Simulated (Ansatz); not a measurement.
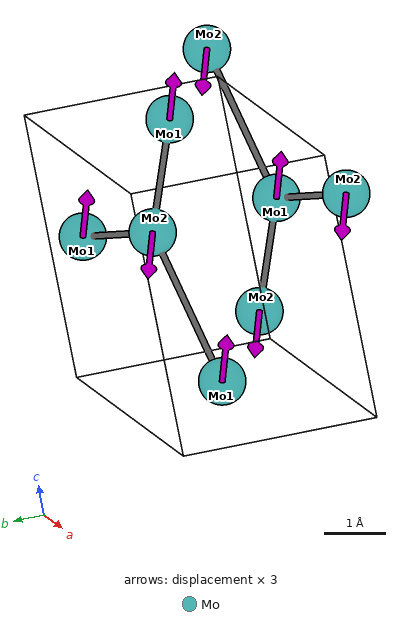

A relaxation of a crystal of Mo (built on the random type) (coarse preliminary run). The starting structure is drawn; purple arrows show the displacements (the part carried along by the change of the cell is left out), magnified 3 times.

The picture is a ball-and-stick view of the cell of the calculation, reduced to other axes, seen from a free direction. Lengths and directions refer to the drawn axes.

Case: random cell without symmetry.

All numbers below come from DFT PBE, scalar-relativistic, plane waves, PAW in Ansatz. Settings: plane-wave cutoff 420 eV; k-point mesh 6 × 6 × 4; occupations gaussian; smearing width 0.1 eV; no spin polarisation; cell and atoms relaxed; force threshold 0.04 eV/Å; at most 70 steps.

What did the optimiser do to the structure, and how much energy did it gain?

The largest moves relative to the cell, 0.34 Å, are those of Mo1 and Mo2. Mo1 goes along [1 0 1]. The drawn cell changes as follows: a 3.218 → 3.020 Å (−6.1 %), b 3.289 → 2.621 Å (−20.3 %), c 4.550 → 5.216 Å (+14.6 %), α 90.4° → 90.0°, β 110.3° → 117.2°, γ 119.2° → 115.7°; the volume changes by −16.8 %. Near-neighbour distances that change, for instance: Mo1–Mo2 1.909 → 2.694 Å, Mo1–Mo2 (another image) 3.492 → 2.720 Å, Mo1–Mo1 3.289 → 2.621 Å, Mo1–Mo1 (another image) 3.294 → 3.021 Å. New bonds form: Mo1–Mo2 (3.49 → 2.72 Å). Bond angles that change, for instance: Mo2–Mo1–Mo2 94.3° → 67.8°, Mo2–Mo1–Mo2 143.0° → 151.0°, Mo2–Mo1–Mo2 115.9° → 119.6°. The space group (tolerance 0.01 Å) goes from P-1 (No. 2) to C2/c (No. 15). The energy falls by 1618 meV per atom in 8 accepted moves (11 points after the start). Largest force component: 8.5 eV/Å at the start, 0.0019 eV/Å at the end. The pressure goes from 22.52 to 0.17 GPa. The line search rejected the trial steps at points 6, 8 of the run. The SCF was repeated once at an unchanged geometry on a basis and grid sized afresh for the cell, which shifted the energy by 0.6 meV per atom at most.
